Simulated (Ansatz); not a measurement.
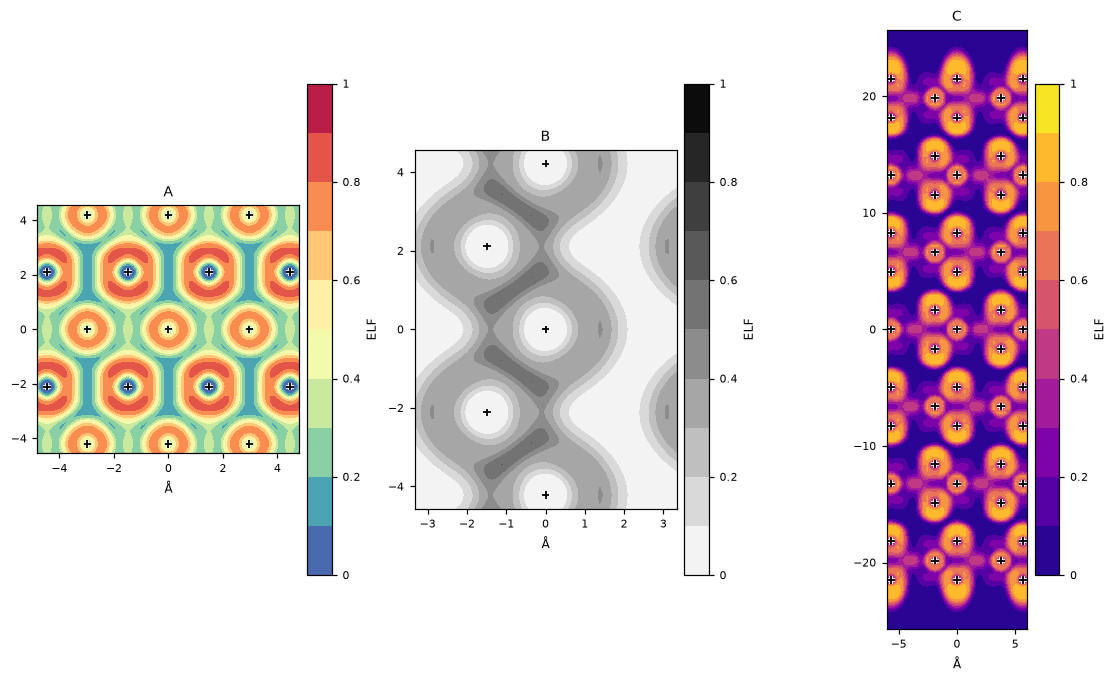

The electron localisation function of 3 systems, each on a plane through atoms (crosses mark nuclei in the plane).

The calculation used DFT PBEsol, scalar-relativistic, plane waves, PAW (Ansatz).

System 1: MoS, the (101̄) plane of the conventional cell. Space group Pm-3m; started from the CsCl (B2) prototype, which need not be the ambient phase; computed without spin polarisation.

```yaml
crystal:
  lattice:
    - [2.97064, 0.00000, 0.00000]
    - [0.00000, 2.97064, 0.00000]
    - [0.00000, 0.00000, 2.97064]
  atoms:
    - { symbol: Mo, position: [0.00000, 0.00000, 0.00000] }
    - { symbol: S, position: [0.50000, 0.50000, 0.50000] }
```

System 2: WSe2 (slab), the (110) plane of the calculation cell, a cut from vacuum to vacuum. Changed on purpose from its base cell (repeats removed: -2).

```
CELL_PARAMETERS angstrom
3.27115 0.00000 0.00000
-1.63558 2.83290 0.00000
0.00000 0.00000 58.00985
ATOMIC_POSITIONS crystal
Se 0.66667 0.33333 0.12929
W 0.33333 0.66667 0.15814
Se 0.66667 0.33333 0.18700
Se 0.33333 0.66667 0.24324
W 0.66667 0.33333 0.27210
Se 0.33333 0.66667 0.30095
Se 0.66667 0.33333 0.35719
W 0.33333 0.66667 0.38605
Se 0.66667 0.33333 0.41490
Se 0.33333 0.66667 0.47114
W 0.66667 0.33333 0.50000
Se 0.33333 0.66667 0.52886
Se 0.66667 0.33333 0.58510
W 0.33333 0.66667 0.61395
Se 0.66667 0.33333 0.64281
Se 0.33333 0.66667 0.69905
W 0.66667 0.33333 0.72790
Se 0.33333 0.66667 0.75676
Se 0.66667 0.33333 0.81300
W 0.33333 0.66667 0.84186
Se 0.66667 0.33333 0.87071
```

System 3: Sn, the (011) plane of the conventional cell. Space group Fd-3m; computed pressure about 22 GPa in this cell.

### Match each panel to its system.

Panel A is system 1, MoS: the plane holds Mo and S. Mo–S (2.57 Å): the ELF peaks at about 0.85 in the valence shell of S, 0.8 Å from its nucleus, and is about 0.35 at the midpoint. Panel B is system 3, Sn: the plane holds Sn. Sn–Sn (2.59 Å): the ELF reaches about 0.60 near the midpoint. Panel C is system 2, WSe2: the plane holds Se and W. W–Se (2.52 Å): the ELF is about 0.55 at the midpoint.
